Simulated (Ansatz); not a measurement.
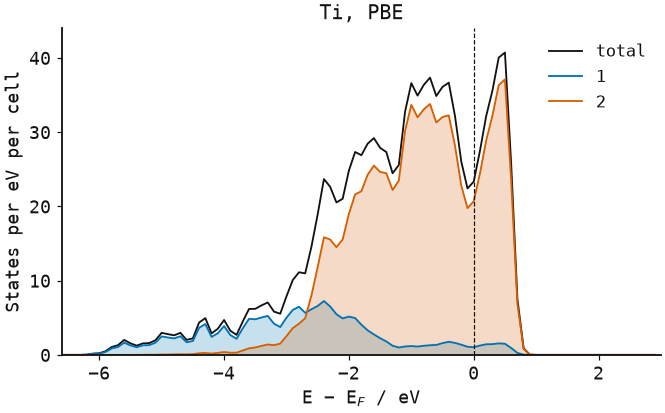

Density of states. Energies are counted from the Fermi level. The partial curves are projected on Löwdin-orthogonalised atomic shells.

Structure: Ti (amorphous cell), 22 atoms in the cell; a = 7.94 Å, b = 6.87 Å, c = 7.29 Å, α = 92.46°, β = 77.12°, γ = 101.94°.

Computed with Ansatz 0.2.0: DFT PBE, scalar-relativistic, plane waves, PAW, no spin polarisation, 3×4×4 k mesh, 420 eV cutoff.

**Assign each number in the legend. The candidates: Ti 3d, Ti 4s.**

1 is Ti 4s; 2 is Ti 3d.

**Metal or insulator, and how many states lie at the Fermi level?**

It is a metal. The density of states at the Fermi level is about 26 per eV and cell (mean within 0.25 eV), or 1.2 per atom.

The k mesh is coarse for this system.
